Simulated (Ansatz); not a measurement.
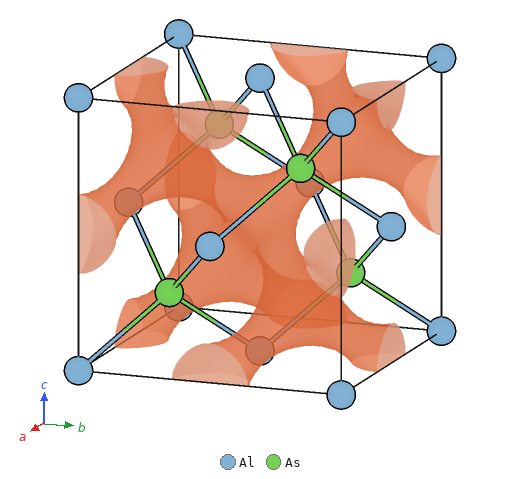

Crystal voids of AlAs (F-43m, No. 216): the orange surface encloses the regions where the procrystal electron density, the sum of the densities of spherically averaged neutral Hartree-Fock atoms, is below 0.01 e/bohr³ (1×1×1 cells, view slightly off an axis). No self-consistent density enters. Pale faces close the region where the drawn box cuts it. The usual level for crystal voids is 0.002 e/bohr³; this crystal has almost no region below it, so a higher level is used, which marks the interstitial space of lowest density.

Origin of the cell: a calculation's input that goes back to an entry of the Crystallography Open Database (an earlier step may have relaxed or displaced it).

```cif
data_structure
_symmetry_space_group_name_H-M 'P 1'
_symmetry_Int_Tables_number 1
_cell_length_a 5.6779
_cell_length_b 5.6779
_cell_length_c 5.6779
_cell_angle_alpha 90.000
_cell_angle_beta 90.000
_cell_angle_gamma 90.000
_cell_volume 183.04
loop_
_atom_site_label
_atom_site_type_symbol
_atom_site_fract_x
_atom_site_fract_y
_atom_site_fract_z
_atom_site_occupancy
Al1 Al 0.00000 0.00000 0.00000 1
As1 As 0.25000 0.25000 0.75000 1
Al2 Al 0.00000 0.50000 0.50000 1
As2 As 0.25000 0.75000 0.25000 1
Al3 Al 0.50000 0.00000 0.50000 1
As3 As 0.75000 0.25000 0.25000 1
Al4 Al 0.50000 0.50000 0.00000 1
As4 As 0.75000 0.75000 0.75000 1
```

Question: What share of the cell is void by this measure?

Answer: The voids take about 16 % of the cell (29 Å³ of 183.0 Å³) and are bounded by about 93 Å² of surface per cell.

Question: What shape does the empty space take in three dimensions?

Answer: Where they connect, they form a three-dimensional network.

Question: How low does the density fall, and where?

Answer: To about 0.0062 e/bohr³ near 0.25, 0.25, 0.25 (fractional), 2.5 Å from the nearest nucleus.

Question: At what density do the voids first join through the crystal?

Answer: At about 0.0081 e/bohr³, as a three-dimensional network.
